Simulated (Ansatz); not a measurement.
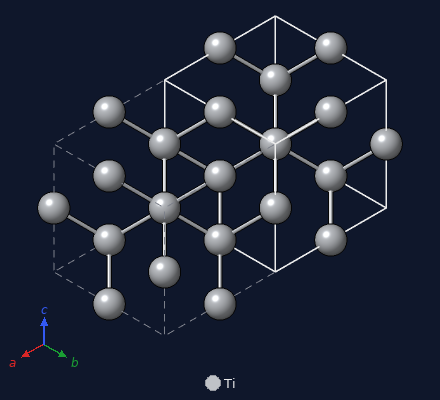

Ti (Fd-3m, No. 227): the input geometry of an electronic-structure calculation (not necessarily at equilibrium); the starting structure was generated, so it need not be a known form of this composition.

```
Ti
1.0
     5.98647    0.00000    0.00000
     0.00000    5.98647    0.00000
     0.00000    0.00000    5.98647
Ti
8
Cartesian
  4.4899 4.4899 4.4899
  0.0000 2.9932 0.0000
  4.4899 1.4966 1.4966
  0.0000 0.0000 2.9932
  1.4966 4.4899 1.4966
  2.9932 2.9932 2.9932
  1.4966 1.4966 4.4899
  2.9932 0.0000 0.0000
```

### What will a Z-contrast image along [111] show? Simulated incoherent Z contrast: every atom adds Z^1.7 spread by a probe of 1.14 Å full width; channelling and multiple scattering are left out. The probe carries 15 % of its weight in a tail 2.5 times as wide. A slight drift was added.

The columns repeat on a hexagonal net with a repeat of 2.44 Å (plane group p6mm). All columns are alike (Ti). The shortest distance between visible columns is 2.44 Å in projection. Along the beam the structure repeats every 10.37 Å.

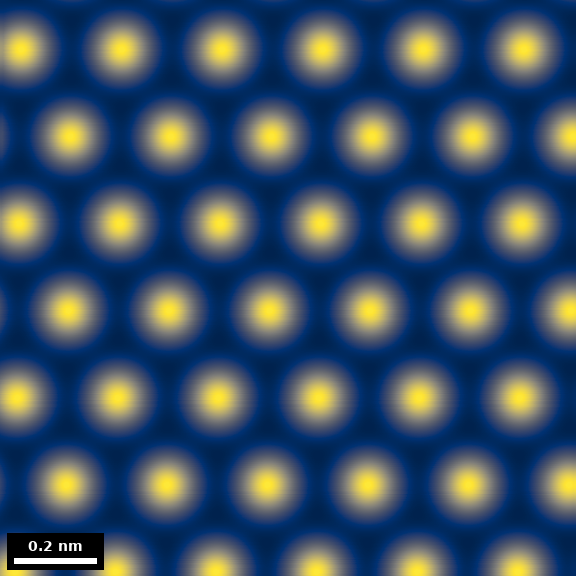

The simulated image.
